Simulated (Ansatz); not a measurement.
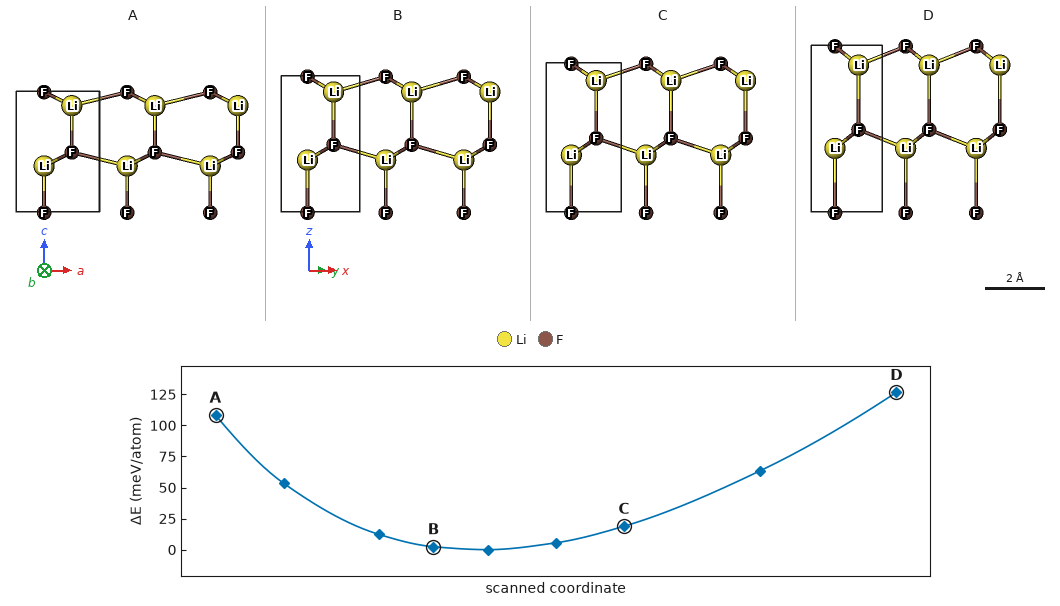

Frames of a one-coordinate scan of a crystal of LiF (P6_3mc). x, y and z are the Cartesian axes of the input. The picture is a ball-and-stick view of the cell of the calculation, repeated 3 × 2 × 1 with one cell outlined, seen along the b axis.

Theory: DFT PBEsol, scalar-relativistic, plane waves, PAW in Ansatz. (plane-wave cutoff 420 eV; k-point mesh 9 × 9 × 6; occupations gaussian; smearing width 0.05 eV; no spin polarisation). Energies (free energies at the smearing named) are counted from the cell as listed in its source, which wasn't relaxed.

> What is being scanned?

The ratio of the cell's length along z to its lengths across, counted as 1 for the reference, is changed at fixed volume (a c/a path), with the atoms kept at their fractional coordinates. In the frames the relative ratio is 0.80 (A), 0.96 (B), 1.10 (C), 1.30 (D). The lowest computed point lies at the relative ratio 1.00 (0.0 meV/atom). At the ends of the scan the energy is 108.3 meV/atom (0.80) and 126.5 meV/atom (1.30). The unrelaxed reference is under a pressure of 1.4 GPa. The distortion keeps the space group P6_3mc. At the relative ratio 1.30 the cell of the drawing goes a 3.061 → 2.805 Å, b 3.061 → 2.805 Å, c 4.807 → 5.726 Å.
